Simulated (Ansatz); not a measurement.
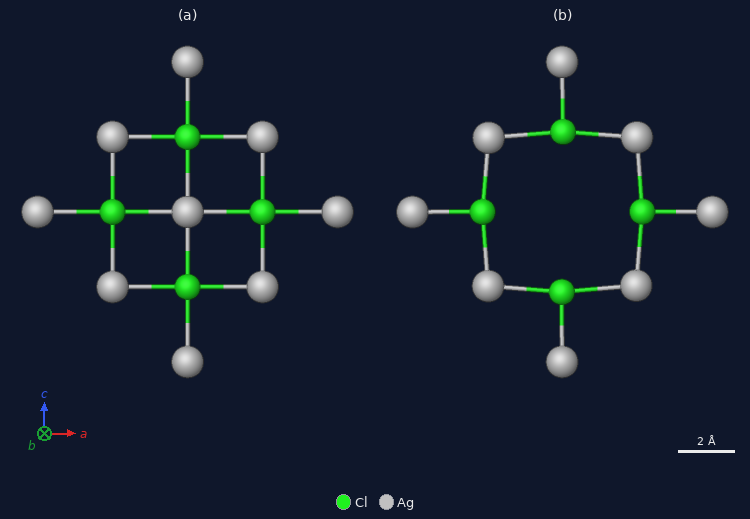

Left: perfect AgCl. Right: the same region with one point defect, after relaxing the atoms in a supercell of 64 sites. Style: ball-and-stick. Shown: the atoms within 6.0 Å of one point, in a slice 4.2 Å thick across the line of sight, along the b axis.

All numbers below come from Ansatz 0.2.0, DFT, PBEsol, PAW, plane waves. (plane-wave cutoff 420 eV; k-point mesh 1 × 1 × 1; mesh shifted by (0.25, 0.25, 0.25); no spin polarisation) Fermi-Dirac smearing of 0.01 eV. A uniform background neutralises the charged cell. The axes drawn are those of the host's conventional cell.

What kind of defect was made?

Answer. A silver atom is taken out (a vacancy).

The charge state of the cell is +1.

What does the relaxation do around it?

Answer. Around the empty Ag site the host had 6 Cl at 2.72 Å; after relaxation the nearest atoms are 6 Cl at 2.90 to 2.91 Å. Of the host's atoms, a chlorine atom moves furthest from its site, by 0.19 Å.

Limits of the set-up: the cell is charged, on a uniform background, and energies carry no finite-size correction.
